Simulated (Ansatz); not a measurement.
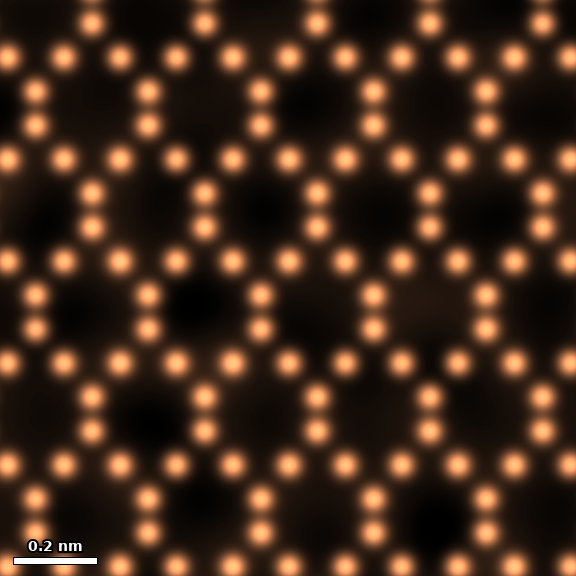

Z-contrast image of Al (P6_3/mmc, No. 194). Simulation: incoherent imaging, intensity Z^1.7 per atom, probe width 0.50 Å, thin sample. The probe carries 15 % of its weight in a tail 2.5 times as wide. The speckle of an amorphous layer was added. Atomic positions: coordinates from a relaxation with DFT, revPBE, plane waves (420 eV) with PAW, scalar-relativistic in Ansatz; the starting structure was generated, so it need not be a known form of this composition.

```cif
data_structure
_symmetry_space_group_name_H-M 'P 1'
_symmetry_Int_Tables_number 1
_cell_length_a 2.8593
_cell_length_b 2.8593
_cell_length_c 9.4892
_cell_angle_alpha 90.000
_cell_angle_beta 90.000
_cell_angle_gamma 120.000
_cell_volume 67.19
loop_
_atom_site_label
_atom_site_type_symbol
_atom_site_fract_x
_atom_site_fract_y
_atom_site_fract_z
_atom_site_occupancy
Al1 Al 0.00000 0.00000 0.00000 1
Al2 Al 0.00000 0.00000 0.50000 1
Al3 Al 0.33333 0.66667 0.25000 1
Al4 Al 0.66667 0.33333 0.75000 1
```

**Along which zone axis is the crystal seen: [310], [101], [100] or [421]? (Directions equivalent by symmetry count as one.)**

[101]. The projected cells are 0.94 × 9.49 Å, 90° for [310]; 2.74 × 2.83 Å, 119° for [101]; 2.48 × 9.49 Å, 90° for [100]; 2.23 × 2.23 Å, 100° for [421], and the image repeats as the [101] one does.
